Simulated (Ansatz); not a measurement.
**Ir: a changed input and its effect**

System: Ir (P6/mmm, 3 atoms in the cell).
Method of the first run: DFT, PBEsol, plane waves (420 eV) with PAW, scalar-relativistic, no spin polarisation (Ansatz 0.2.0).

Text and figures count atoms from 1; the logs count them from 0 in places.

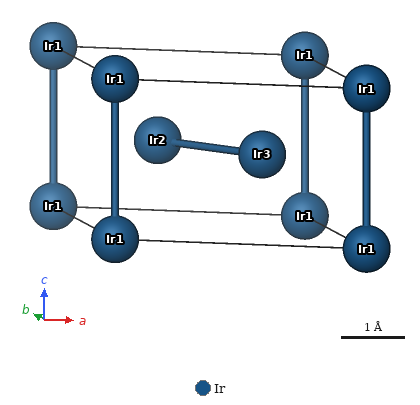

**Figure 1.** The structure (ball-and-stick view of the cell of the calculation, seen slightly off an axis; atoms are numbered from 1 in the order of the input).

**Input, the first run**
```yaml
crystal:
  lattice:
    - [4.2154742936, 0.0, 0.0]
    - [-2.1077371468, 3.6507078272, 0.0]
    - [0.0, 0.0, 2.6001574728]
  atoms:
    - { symbol: Ir, position: [0.0, 0.0, 0.0] }
    - { symbol: Ir, position: [0.3333333333, 0.6666666667, 0.5] }
    - { symbol: Ir, position: [0.6666666667, 0.3333333333, 0.5] }
hamiltonian:
  xc: pbesol
  pseudopotentials:
    kind: paw
    azcp:
      Ir: "pseudopotentials/Ir.paw.azcp"
basis:
  ecutwfc: 420
  fft_grid_basis: typed
kpoints:
  mp_grid: { grid: [11, 11, 15], shift: [0, 0, 0] }
magnetization:
  spin_polarized: false
scf:
  occupations: { method: fermi_dirac, width: 0.1 }
output:
  stress: true
```

Hardware: 2 threads of an Arm (aarch64) CPU, shared host.

**Output, shortened to warnings, some set-up lines, iterations and results (the first run)**
```
Warning: [file] the record states the generating functional pbe (its physics header spells it `PBE`), which answers neither for hamiltonian.xc's functional nor for the pbesol family's — results may be inconsistent (PPs are generated against a specific XC)
Basis set: ecut = 420 eV, 783 PW (Γ)
Symmetry: 24 space group operations
k-points: 128 of 1815
Initial density: superposition of atomic densities (neutral atoms: chi_scale 0, normalization atom), corrected by the library's trained network
[...]
SCF iter   1: F=—  HF=-35395.735206 eV  |F-HF|=—  |Δ(HF+E_count)|=         —  Δρ=1.04e-2  dr2=2.00e-2  ethr=1.77e-3  ⟨swp⟩=5.4  Hψ=14120  notcnv=0
SCF iter   2: F=—  HF=-35395.733870 eV  |F-HF|=—  |Δ(HF+E_count)|=   1.34e-3  Δρ=6.01e-3  dr2=7.82e-3  ethr=3.91e-5  ⟨swp⟩=2.0  Hψ=5692  notcnv=0
SCF iter   3: F=—  HF=-35395.732843 eV  |F-HF|=—  |Δ(HF+E_count)|=   1.03e-3  Δρ=4.54e-4  dr2=7.53e-5  ethr=1.53e-5  ⟨swp⟩=2.1  Hψ=5419  notcnv=0
SCF iter   4: F=—  HF=-35395.732833 eV  |F-HF|=—  |Δ(HF+E_count)|=   9.70e-6  Δρ=2.17e-4  dr2=1.89e-5  ethr=1.48e-7  ⟨swp⟩=2.1  Hψ=6637  notcnv=0
SCF iter   5: F=-35395.732828 eV  HF=-35395.732828 eV  |F-HF|=3.10e-8  |Δ(HF+E_count)|=   5.17e-6  Δρ=2.49e-5  dr2=8.68e-8  ethr=3.71e-8  ⟨swp⟩=2.5  Hψ=6297  notcnv=0
SCF iter   6: F=-35395.732828 eV  HF=-35395.732828 eV  |F-HF|=1.38e-9  |Δ(HF+E_count)|=   2.10e-9  Δρ=3.43e-6  dr2=2.36e-9  ethr=1.70e-10  ⟨swp⟩=2.0  Hψ=13574  notcnv=0
SCF 1 converged in 6 iterations: F = -35395.732828 eV  dr2 = 2.36e-9
SCF converged after 6 iterations
Free energy (F): -35395.732828 eV
Harris-Foulkes:  -35395.732828 eV  (|F-HF|=1.38e-9)
Internal energy: -35395.603334 eV  (E = F + TS)
E sigma→0 (E₀):  -35395.668081 eV
Entropy (-TS):   -0.129493 eV (-43.164 meV/atom)
Fermi energy:    27.610431 eV
--- Per-component energies (eV) ---
  E_band       = -168.702221
  E_kinetic    = 1882.301502
  E_local      = -3025.725254  (includes V_loc(G=0)·N_el)
  E_nonlocal   = 229.902087
  E_hartree    = 1177.532882
  E_xc         = -803.549036
  E_vxc        = -904.432559  (∫ρ·V_xc dr)
  E_paw        = -27267.970277  (= ΣΔE_a)
  E_vpaw       = -705.812530  (= ΣTr[D̂ρ^β])
  E_aug_tail   = 0.000170  (compensation charges beyond the density's cutoff)
  E_ewald      = -7588.891262
  E_core_change = 0.795854  (= ΣΔE_core)
  E_smearing   = -0.129493  (= −TS)
  E_closure    = 0.000000  (closes the sum)
  Σ components = -35395.732828   (vs F -35395.732828, Δ=0.00e0)
--- Stress (GPa, compression-positive) ---
       38.170459       0.000000       0.000000
        0.000000      38.170459       0.000000
        0.000000       0.000000      33.895357
  P = ⅓ Tr σ = 36.7454 GPa (367.454 kbar)
```

The input of the second run differs as follows (lines with − go, lines with + come):
```diff
-    - [4.2154742936, 0.0, 0.0]
-    - [-2.1077371468, 3.6507078272, 0.0]
-    - [0.0, 0.0, 2.6001574728]
+    - [4.4469108331, 0.0, 0.0]
+    - [-2.2234554165, 3.8511377499, 0.0]
+    - [0.0, 0.0, 2.7429104363]
```

What does this change do to the results?

With the same functional and potentials, the second run lies 33.5 meV per atom lower. The pressure goes from 36.75 to −22.68 GPa. The volume per atom goes from 13.34 to 15.66 Å³. The number of SCF iterations is the same. The plane waves at Γ go from 783 to 939.

**Output, shortened to warnings, some set-up lines, iterations and results (the second run)**
```
Warning: [file] the record states the generating functional pbe (its physics header spells it `PBE`), which answers neither for hamiltonian.xc's functional nor for the pbesol family's — results may be inconsistent (PPs are generated against a specific XC)
Basis set: ecut = 420 eV, 939 PW (Γ)
Symmetry: 24 space group operations
k-points: 128 of 1815
Initial density: superposition of atomic densities (neutral atoms: chi_scale 0, normalization atom), corrected by the library's trained network
[...]
SCF iter   1: F=—  HF=-35395.842244 eV  |F-HF|=—  |Δ(HF+E_count)|=         —  Δρ=1.32e-2  dr2=1.12e-1  ethr=1.77e-3  ⟨swp⟩=4.7  Hψ=13002  notcnv=0
SCF iter   2: F=—  HF=-35395.838889 eV  |F-HF|=—  |Δ(HF+E_count)|=   3.35e-3  Δρ=8.94e-3  dr2=6.48e-2  ethr=2.19e-4  ⟨swp⟩=1.0  Hψ=4993  notcnv=0
SCF iter   3: F=—  HF=-35395.833296 eV  |F-HF|=—  |Δ(HF+E_count)|=   5.59e-3  Δρ=1.34e-3  dr2=1.09e-3  ethr=1.27e-4  ⟨swp⟩=1.0  Hψ=3968  notcnv=0
SCF iter   4: F=—  HF=-35395.833229 eV  |F-HF|=—  |Δ(HF+E_count)|=   6.70e-5  Δρ=4.03e-4  dr2=4.10e-5  ethr=2.13e-6  ⟨swp⟩=2.0  Hψ=5444  notcnv=0
SCF iter   5: F=—  HF=-35395.833223 eV  |F-HF|=—  |Δ(HF+E_count)|=   5.94e-6  Δρ=4.47e-5  dr2=5.82e-7  ethr=8.04e-8  ⟨swp⟩=2.0  Hψ=5694  notcnv=0
SCF iter   6: F=-35395.833223 eV  HF=-35395.833223 eV  |F-HF|=2.37e-8  |Δ(HF+E_count)|=   1.60e-7  Δρ=1.18e-5  dr2=4.21e-8  ethr=1.96e-10  ⟨swp⟩=4.0  Hψ=13064  notcnv=0
SCF 1 converged in 6 iterations: F = -35395.833223 eV  dr2 = 4.21e-8
SCF converged after 6 iterations
Free energy (F): -35395.833223 eV
Harris-Foulkes:  -35395.833223 eV  (|F-HF|=2.37e-8)
Internal energy: -35395.667561 eV  (E = F + TS)
E sigma→0 (E₀):  -35395.750392 eV
Entropy (-TS):   -0.165663 eV (-55.221 meV/atom)
Fermi energy:    22.520435 eV
--- Per-component energies (eV) ---
  E_band       = -392.312461
  E_kinetic    = 1859.874374
  E_local      = -3575.520410  (includes V_loc(G=0)·N_el)
  E_nonlocal   = 228.060160
  E_hartree    = 1345.531136
  E_xc         = -794.799652
  E_vxc        = -892.853647  (∫ρ·V_xc dr)
  E_paw        = -27265.676793  (= ΣΔE_a)
  E_vpaw       = -702.939940  (= ΣTr[D̂ρ^β])
  E_aug_tail   = 0.000195  (compensation charges beyond the density's cutoff)
  E_ewald      = -7193.932425
  E_core_change = 0.795854  (= ΣΔE_core)
  E_smearing   = -0.165663  (= −TS)
  E_closure    = -0.000000  (closes the sum)
  Σ components = -35395.833223   (vs F -35395.833223, Δ=0.00e0)
--- Stress (GPa, compression-positive) ---
      -23.320942       0.000000       0.000000
        0.000000     -23.320942       0.000000
        0.000000       0.000000     -21.402901
  P = ⅓ Tr σ = -22.6816 GPa (-226.816 kbar)
```

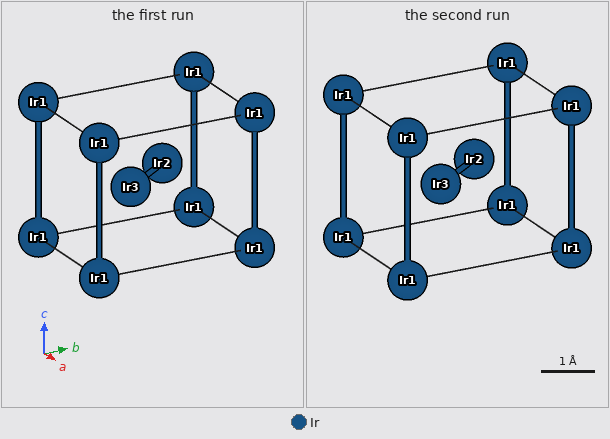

**Figure 2.** The two input geometries at one scale (ball-and-stick view of the cell of the calculation, seen slightly off an axis). The atoms keep their places relative to the cell (all moves are under 0.005 Å). The volume changes by +17.4 %, with a = b 4.215 → 4.447 Å (+5.5 %), c 2.600 → 2.743 Å (+5.5 %). Among the contacts that change: Ir1–Ir1 2.600 → 2.743 Å, Ir2–Ir3 2.434 → 2.567 Å.

**The two runs side by side**

| quantity | the first run | the second run |
| --- | --- | --- |
| outcome | converged | converged |
| free energy per atom (eV) | −11798.5776 | −11798.6111 |
| energy per atom, smearing taken to zero (eV) | −11798.5560 | −11798.5835 |
| pressure (GPa) | 36.75 | −22.68 |
| volume per atom (Å³) | 13.34 | 15.66 |
| SCF iterations | 6 | 6 |
| irreducible k-points | 128 | 128 |
| plane waves at Γ | 783 | 939 |
| wall time (shared host) | 5 s | 5.6 s |

For both runs: Warnings: the PAW datasets were made with another functional. Spin–orbit coupling is left out, which matters for Ir. For the first run: The cell is under a pressure of 37 GPa at this level, so it is not at its equilibrium volume. For the second run: The cell is under a tension of 23 GPa at this level, so it is not at its equilibrium volume.
